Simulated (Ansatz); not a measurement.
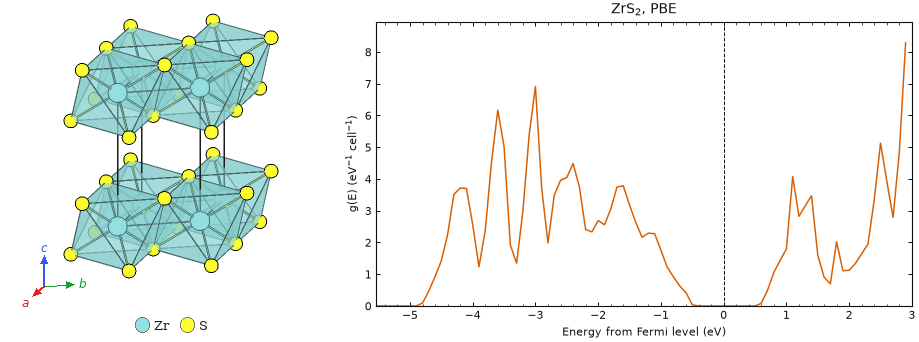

Density of states of ZrS$_{2}$, space group P-3m1 (No. 164), 3 atoms in the cell, beside the structure. Computed with Ansatz 0.2.0: DFT PBE, scalar-relativistic, plane waves, PAW, no spin polarisation, 6×6×4 k mesh. Energies are counted from the Fermi level.

There is a gap; over the k points computed it is 1.07 eV. The upper group of valence states starts about 4.3 eV under the valence-band top (which lies at −0.5 eV on this axis), with a gap beneath it; it holds about 12 electrons a cell. Within the window shown, the tallest peak of the filled states lies 2.5 eV under the valence-band top, at about 6.9 states per eV and cell.

The k mesh is coarse for this system.
